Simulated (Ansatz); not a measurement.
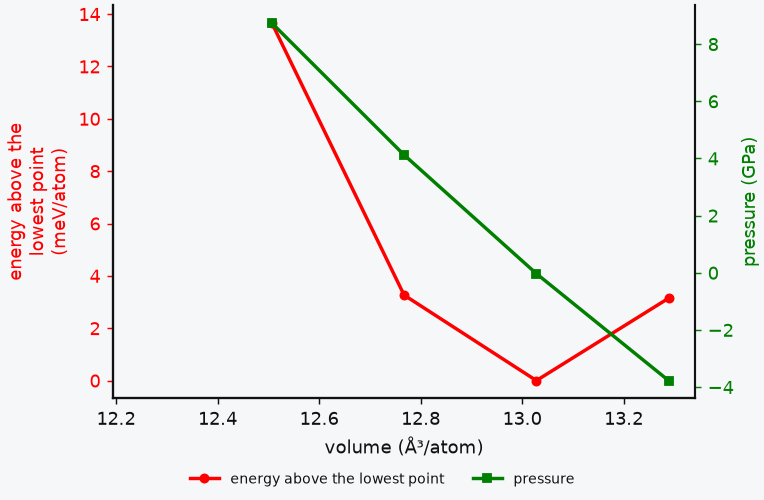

The picture above shows the energy above the lowest point and pressure against volume for Zr₂O₃, space group Pn-3m (No. 224) (one of a set of cubic test structures, which need not be the stable phase).

Calculation (Ansatz 0.2.0 development build): equation of state of a cubic crystal from periodic Kohn-Sham density functional theory without spin, third-order Birch-Murnaghan fit to the free energies; pressure corrected for the finite basis. Level: PBE.

| setting | value |
| --- | --- |
| structure type | cubic X2O3 |
| atoms in cell | 10 |
| space group number | 224 |
| lattice centring | simple cubic |
| k mesh | 11×11×11 |
| occupation method | Fermi–Dirac |
| occupation width | 0.06123 eV |
| wave cutoff | 700 eV |
| datasets | hard PAW |
| density tolerance | 1e−09 eV |
| bands | 52 |
| density cutoff ratio | 4 |
| search for lower states | default |

The point at volume 12.25 Å³/atom is left out of the plot. What does the calculation give there?

```json
{"volume (Å³/atom)": "12.25", "energy above the lowest point (meV/atom)": "32.0", "pressure (GPa)": "13.9"}
```

Note: cubic model structure, not the ambient form; modest k-mesh, values are not fully converged in k.
